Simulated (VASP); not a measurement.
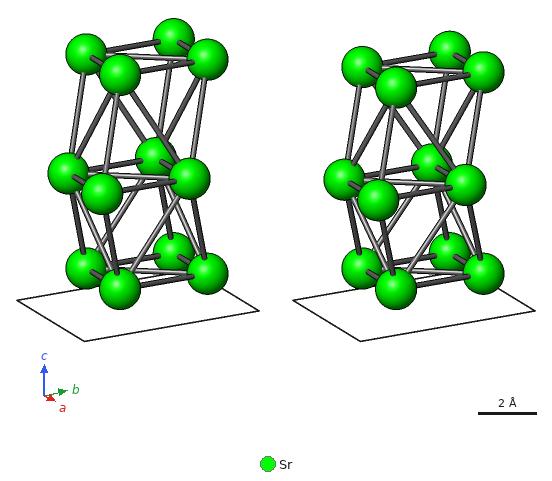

Two geometries of a slab of composition Sr, drawn at one scale. One is the start of a relaxation, the other its converged end. The picture is a ball-and-stick view of the 2 × 2 repeat of the cell, outlined in the plane, without the vacuum, seen slightly off an axis.

The calculation used VASP 6.6.1, Kohn-Sham DFT of a periodic cell, PBE with TS, VASP PAW PBE potentials, recommended. Settings: plane-wave cutoff 520 eV; k-point mesh 7 × 7 × 1; occupations gaussian; smearing width 0.05 eV; no spin polarisation.

Which one is relaxed?

Answer. The left one is the relaxed one. The run lets the atoms move in a fixed cell. 1 atoms are held fixed. The largest move is that of a Sr atom, 0.44 Å along the normal (+c). The lattice vectors keep their values. Among the contacts that change: Sr–Sr 4.315 → 4.496 Å. Over 11 geometry steps the energy falls by 40.9 meV per cell of the calculation. The largest force component goes from 0.17 to 0.0073 eV/Å.
